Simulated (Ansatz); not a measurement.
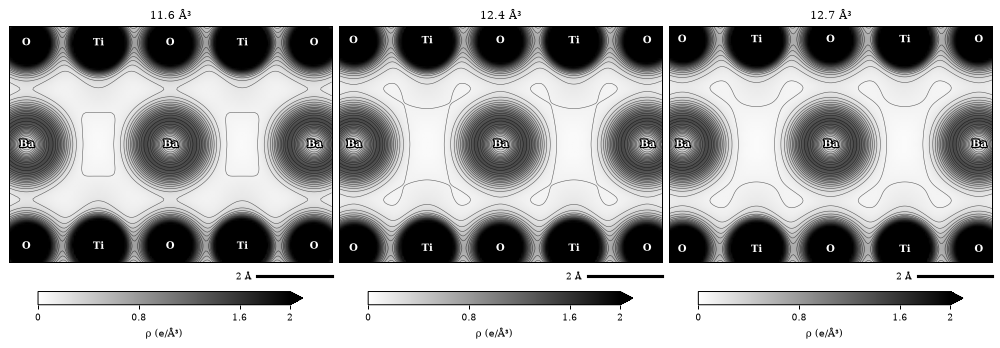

BaTiO₃. The valence electron density of cells scaled evenly to different volumes (given per atom above each panel), on the (101̄) plane of each (indices in the axes of the cell below), at one length scale and on one colour scale.

Started from the cubic perovskite prototype, which need not be the ambient phase; computed without spin polarisation.

Theory: Ansatz, DFT, PBE, plane waves, PAW.

Core electrons are frozen (PAW), and the valence fields are smoothed inside the atomic spheres.

The largest cell:

```yaml
crystal:
  lattice:
    - [3.99410, 0.00000, 0.00000]
    - [0.00000, 3.99410, 0.00000]
    - [0.00000, 0.00000, 3.99410]
  atoms:
    - { symbol: Ba, position: [0.00000, 0.00000, 0.00000] }
    - { symbol: Ti, position: [0.50000, 0.50000, 0.50000] }
    - { symbol: O, position: [0.50000, 0.50000, 0.00000] }
    - { symbol: O, position: [0.50000, 0.00000, 0.50000] }
    - { symbol: O, position: [0.00000, 0.50000, 0.50000] }
```

| volume (Å³/atom) | Ti–O contact in the plane (Å) | ρ at its midpoint (e/Å³) | pressure (GPa) | gap on the mesh (eV) | 
| --- | --- | --- | --- | --- |
| 11.63 | 1.937 | 0.735 | 23.0 | 2.00 | 
| 11.99 | 1.957 | ? | ? | ? | 
| 12.36 | 1.977 | 0.668 | 8.9 | 1.89 | 
| 12.74 | 1.997 | 0.638 | 3.2 | 1.82 | 

Question: What values belong in the row with question marks?

Answer: Over the known rows ln ρ falls by 2.36 per Å of Ti–O distance (a least-squares line), which gives 0.701 e/Å³ at 1.957 Å; the calculation gives 0.701 e/Å³. For the pressure, a straight line in volume between the neighbouring rows gives 16.0 GPa; the calculation gives 15.5, lower because pressure rises ever faster on compression. For the gap on the mesh, a straight line in volume between the neighbouring rows gives 1.95 eV; the calculation gives 1.95.
